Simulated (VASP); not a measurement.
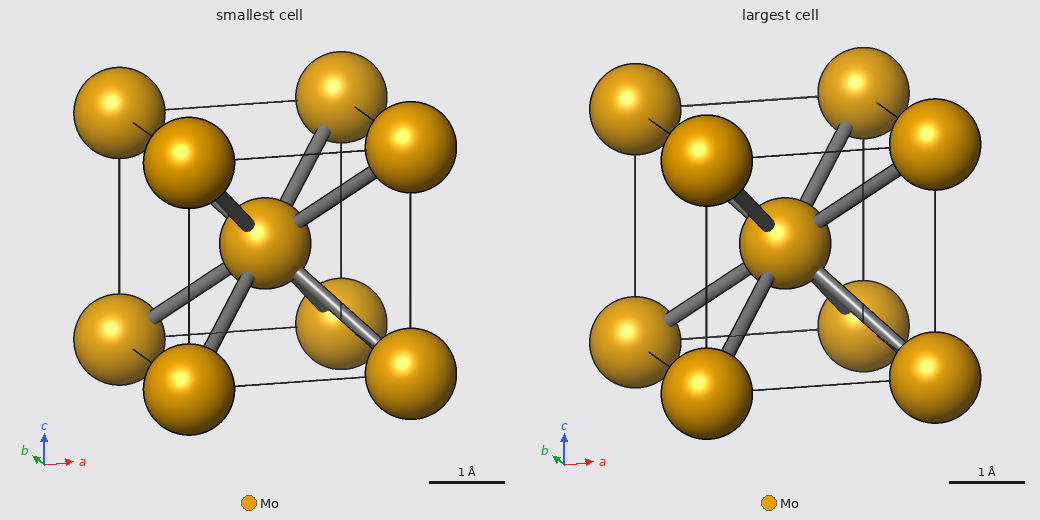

Mo, body-centred cubic (W type), space group Im-3m (No. 229), relaxed (cell and atoms, zero pressure) with nine functionals; the smallest and the largest of the relaxed conventional cells are drawn to one scale (sticks follow a distance rule). The start was a structure listed in the Materials Project.

Alike in all runs: VASP 6.6.1; cutoff 600 eV; k mesh 12 × 12 × 12 on the run's cell of 1 atom; occupations fermi-dirac, width 0.05 eV; no spin polarisation; no spin-orbit coupling. LDA runs use LDA potentials, the others PBE ones. All runs are metallic.

```tsv
level	volume (Å³/atom)	a (Å)
rev-vdW-DF2	15.60	3.148
PBE	15.80	3.162
BLYP	?	?
SCAN	15.58	3.147
LDA	15.13	3.116
RPBE	16.02	3.176
revPBE	15.95	3.172
PBEsol	15.35	3.131
optB88-vdW	15.81	3.162
```

Q: What does BLYP give?

A: Volume 16.46 Å³/atom; a 3.205 Å. That is the largest volume of all.

Q: Order the levels by the relaxed volume, smallest first.

A: LDA (15.13 Å³/atom), PBEsol (15.35 Å³/atom), SCAN (15.58 Å³/atom), rev-vdW-DF2 (15.60 Å³/atom), PBE (15.80 Å³/atom), optB88-vdW (15.81 Å³/atom), revPBE (15.95 Å³/atom), RPBE (16.02 Å³/atom), BLYP (16.46 Å³/atom). Rows within a few tenths of a per cent can't be told apart.

Caveat: rows whose functional differs from that of their potentials carry a shift in pressure and volume, which can reorder them.
